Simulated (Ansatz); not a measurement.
Ge15Se17 (cell charge −1, with a compensating background) (cell with a defect)

Input file:

```
crystal:
  lattice:
    - [0.0, 0.0, 8.8602053968]
    - [0.0, 7.75308574, -4.4301026984]
    - [-10.959905783, 0.0, 0.0]
  atoms:
    - { symbol: Se, position: [0.6245149124, 0.3978838639, 0.886549071], spin: 0.25 }
    - { symbol: Ge, position: [0.1265698029, 0.3783652732, 0.8795231428] }
    - { symbol: Ge, position: [0.917121992, 0.893617197, 0.86350532] }
    - { symbol: Ge, position: [0.3576570665, 0.8665933973, 0.8822772147] }
    - { symbol: Ge, position: [0.502449095, 0.3766226647, 0.3833729276] }
    - { symbol: Ge, position: [0.9900863961, 0.3763380708, 0.3734391229] }
    - { symbol: Ge, position: [0.7429669929, 0.8770980408, 0.3720232343] }
    - { symbol: Ge, position: [0.2478156471, 0.8759514304, 0.3775382166] }
    - { symbol: Ge, position: [0.2551103069, 0.1225253842, 0.6257233295] }
    - { symbol: Ge, position: [0.7550090769, 0.1216853251, 0.6246556718] }
    - { symbol: Ge, position: [0.5089247475, 0.6186094295, 0.6226483684] }
    - { symbol: Ge, position: [-0.0012250343, 0.6172489565, 0.6178280432] }
    - { symbol: Ge, position: [0.1232864906, 0.1290708561, 0.1266549969] }
    - { symbol: Ge, position: [0.61597239, 0.1265893394, 0.12143115] }
    - { symbol: Ge, position: [0.3703300998, 0.6247688405, 0.1259738123] }
    - { symbol: Ge, position: [0.866036106, 0.6267852896, 0.1203119236] }
    - { symbol: Se, position: [0.4429126679, 0.3764786064, 0.1498962816] }
    - { symbol: Se, position: [0.9357314361, 0.3770378768, 0.1432846515] }
    - { symbol: Se, position: [0.6877216747, 0.8765634961, 0.1416548848] }
    - { symbol: Se, position: [0.1902356182, 0.877243858, 0.1476174916] }
    - { symbol: Se, position: [0.6806601325, 0.3710307916, 0.6393371467], spin: 0.25 }
    - { symbol: Se, position: [0.1904042253, 0.3745145887, 0.6499072814] }
    - { symbol: Se, position: [0.9318858105, 0.8719841419, 0.6332665459] }
    - { symbol: Se, position: [0.4404457272, 0.8680200125, 0.6530384364] }
    - { symbol: Se, position: [0.0626463176, 0.127736898, 0.3550882137] }
    - { symbol: Se, position: [0.5668833944, 0.1250763611, 0.3534205777] }
    - { symbol: Se, position: [0.3126758457, 0.6249062878, 0.3552022149] }
    - { symbol: Se, position: [0.8153682692, 0.6266713837, 0.3526632967] }
    - { symbol: Se, position: [0.270359758, 0.0989582493, 0.8588736163], spin: 0.25 }
    - { symbol: Se, position: [0.8169514177, 0.1237839434, 0.8546930248] }
    - { symbol: Se, position: [0.5802066015, 0.6308655448, 0.8594535951], spin: 0.25 }
    - { symbol: Se, position: [0.0419923543, 0.6180269412, 0.8515365813] }
  host:
    lattice:
      - [10.959905783, 0.0, 0.0]
      - [0.0, 3.87654287, 0.0]
      - [0.0, 0.0, 4.4301026984]
    atoms:
      - { symbol: Ge, position: [0.1232228278, 0.75, 0.885842815] }
      - { symbol: Ge, position: [0.6232228278, 0.75, 0.614157185] }
      - { symbol: Ge, position: [0.3767771722, 0.25, 0.385842815] }
      - { symbol: Ge, position: [0.8767771722, 0.25, 0.114157185] }
      - { symbol: Se, position: [0.8546473755, 0.75, 0.5020252165] }
      - { symbol: Se, position: [0.3546473755, 0.75, -0.0020252165] }
      - { symbol: Se, position: [0.6453526245, 0.25, 1.0020252165] }
      - { symbol: Se, position: [0.1453526245, 0.25, 0.4979747835] }
total_charge: -1
basis:
  ecutwfc: 420
  xc_grid: 2
kpoints:
  mp_grid: { grid: [2, 2, 2], shift: [0.0, 0.0, 0.0] }
hamiltonian:
  xc: pbe
  dispersion: d3bj
scf:
  occupations: { method: gaussian, width: 0.01 }
output:
  forces: true
  stress: false
  eigenvalues: true
  populations: true
  charged_corrections:
    defect_position: [0.63042141, 0.375, 0.87677717]
    epsilon: [[23.2041, 0.0, 0.0], [0.0, 32.9236, 0.0], [0.0, 0.0, 24.1543]]
  write_density: true
  write_potential: true
  elf: true
  volumetric_format: npy
magnetization:
  spin_polarized: true
relax:
  adjacent_minimum: "off"
  f_tol: 0.025
  max_steps: 60
```

Launched as:

```sh
ansatz run input.yaml --threads 8 --pin off --max-ram 22528MiB --backend cpu --events-out ev --progress --plain --runs-dir out
```

The fields are those of the relaxed geometry.

The program warned that a starting moment wasn't kept; spin-polarised, but the moments vanished.

These are results of Ansatz 0.2.0, DFT PBE+D3(BJ), scalar-relativistic, plane waves, PAW, not measurements.

What will maps of the valence pseudo-density and electron localisation function show?

Answer. Ge–Se (2.57 Å): ρ at the midpoint is about 0.44 e/Å³; the ELF is about 0.70 at the midpoint.
Ge–Se (2.57 Å): the density is about 0.44 e/Å³ at the midpoint; the ELF is about 0.70 at the midpoint.

Does the calculation give a band gap?

Answer. It is gapped, with a Kohn–Sham gap of 0.42 eV on the k-point mesh, an upper bound to the gap of this method.

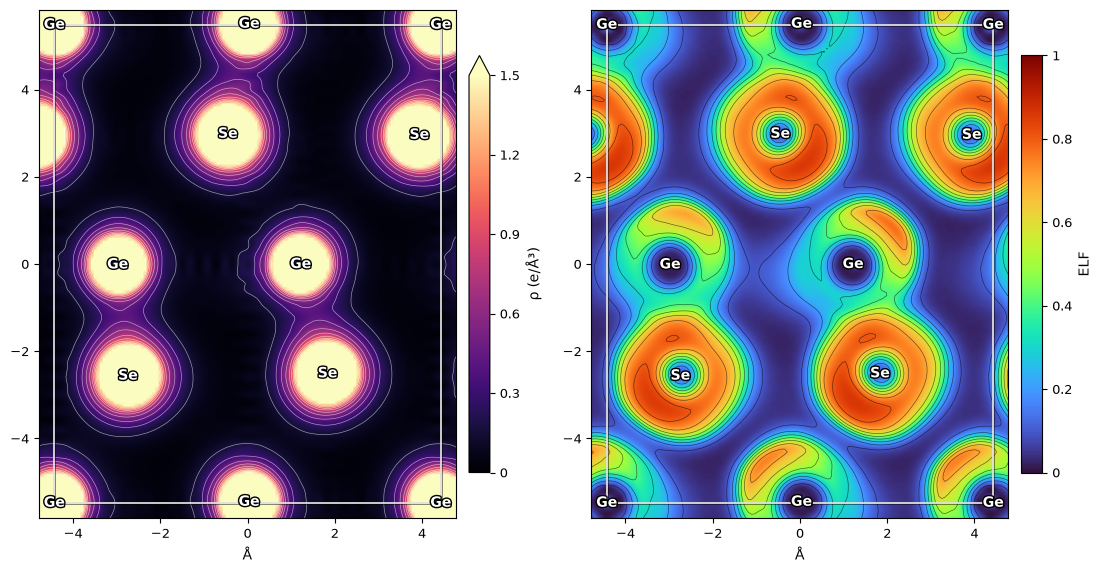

Computed valence pseudo-density and electron localisation function on the (010) plane of the calculation cell, in this order. 

In a PAW calculation such maps are meaningful between the atoms, not at the nuclei.
